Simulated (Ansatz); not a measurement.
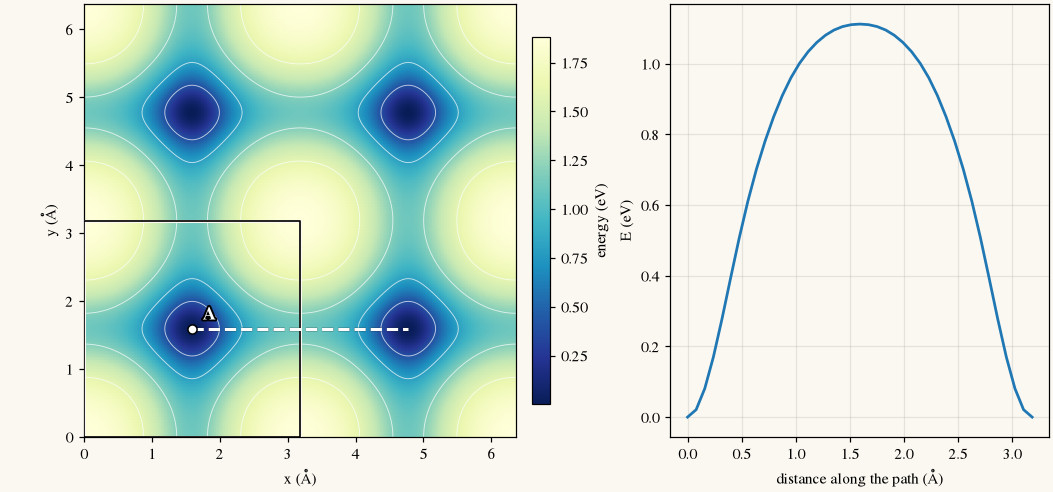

Se on a W(100) slab cut from the Im-3m phase, its upper half relaxed before the scan (16 atoms of substrate and one adsorbate in a 2 × 2 cell). 
- Se is moved over the surface cell; relaxed at each place: the height of the adsorbate's atoms; substrate rigid; the origin of the map has the adsorbate above W13.
- Places are given modulo a cell vector. The map is drawn in real space over the plane of the surface.
- The scan uses an 8 × 8 grid; 15 points were computed and 49 follow by symmetry.
- Places are given in fractions of the 1 × 1 surface cell.
- All energies are given in eV relative to the lowest grid point.
- These are results of DFT PBE, scalar-relativistic, plane waves, PAW in Ansatz, not measurements. Settings: cutoff 420 eV, k-mesh 4×4×1, gaussian smearing 0.1 eV, no spin polarisation.

In the figure: a smooth colour map with a few white contour lines, a line along the lowest path, the outline of one cell of the 2 × 2 shown, the energy along the path at the right, the start A. Between grid points the surface is interpolated.

> Describe the path and its barrier.

The easiest path leads from the well at a fourfold hollow over a second-layer W atom, (4/8, 4/8) of the cell vectors to its copy one period on. Its highest point lies about 1.1 eV above the bottom of the first well on the interpolated surface, at a bridge site between two W atoms, (0/8, 4/8) of the cell vectors. This is the barrier on the constrained surface; relaxing the other coordinates would change it.

PAW datasets: the set soft_1.
